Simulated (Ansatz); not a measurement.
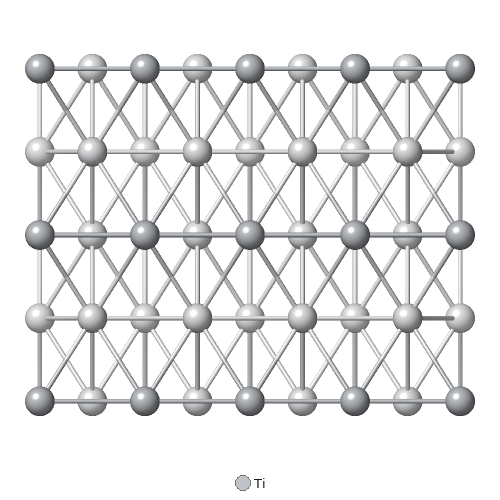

The system is S on a Ti(100) slab cut from the P6_3/mmc phase, its upper half relaxed before the scan (12 atoms of substrate and one adsorbate in a 2 × 1 cell); the picture shows it without the atoms that are moved over the map. S is moved over the surface cell; relaxed at each place: the height of the adsorbate's atoms; substrate rigid; the origin of the map has the adsorbate above Ti11. Places are given modulo a cell vector. The map is drawn in real space over the plane of the surface. Grid: 6 × 6 points; 16 points were computed and 20 follow by symmetry. Places are given in fractions of the 1 × 1 surface cell. All energies are given in eV relative to the lowest grid point. Level of theory: Ansatz 0.2.0, DFT PBE, scalar-relativistic, plane waves, PAW. Settings: cutoff 420 eV, k-mesh 5×6×1, gaussian smearing 0.1 eV, no spin polarisation.

Range: position of S13 along the first surface vector from 0.000 to 0.833; position of S13 along the second surface vector from 0.000 to 0.833.

Predict the map.

Answer. The lowest grid point is at the trough between two rows of top atoms, (0/6, 3/6) of the cell vectors. There is a further well near (3/6, 1/6) of the cell vectors [nearest 2 Ti at 2.30 Å] (0.50 eV above the lowest at that grid point). The highest grid point, the top site over a surface Ti atom, (0/6, 0/6) of the cell vectors, lies 1.78 eV above the lowest. On the interpolated surface the easiest way out of the lowest well to the well at about (0.50, 0.22) of the cell vectors passes a barrier of about 0.76 eV. At the lowest point the adsorbate has 2 Ti at 2.40 Å as nearest neighbours, at the highest 1 Ti at 2.13 Å. Its relaxed height above the top atom is 1.10 Å at the lowest and 2.13 Å at the highest point.

| second ↓, first → | 0/6 | 1/6 | 2/6 | 3/6 | 4/6 | 5/6 |
| --- | --- | --- | --- | --- | --- | --- |
| 5/6 | 1.72 | 1.54 | 1.00 | 0.50 | 1.00 | 1.54 |
| 4/6 | 0.96 | 0.87 | 0.75 | 0.71 | 0.75 | 0.87 |
| 3/6 | 0.00 | 0.45 | 1.04 | 1.26 | 1.04 | 0.45 |
| 2/6 | 0.96 | 0.87 | 0.75 | 0.71 | 0.75 | 0.87 |
| 1/6 | 1.72 | 1.54 | 1.00 | 0.50 | 1.00 | 1.54 |
| 0/6 | 1.78 | 1.63 | 1.15 | 0.69 | 1.15 | 1.63 |

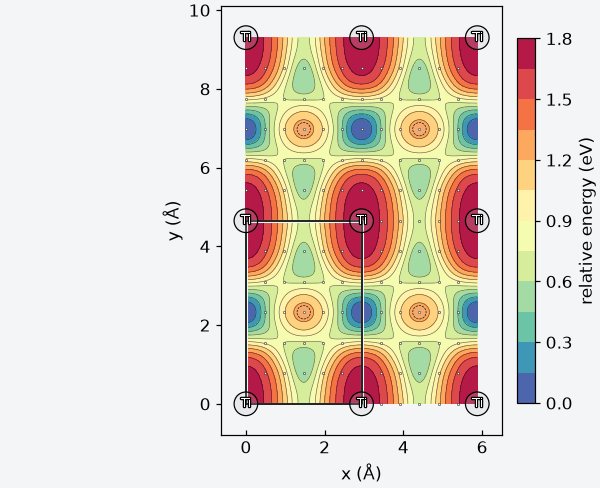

The picture shows filled contours, dots at the grid points, labelled circles for the atoms of the top layer and small ones for the second layer, the outline of one cell of the 2 × 2 shown. Between grid points the surface is interpolated.

Time for the 16 points that were run: 27 min on 4 threads of Arm Neoverse V1, with other jobs on the host.

PAW datasets: the set soft_1.
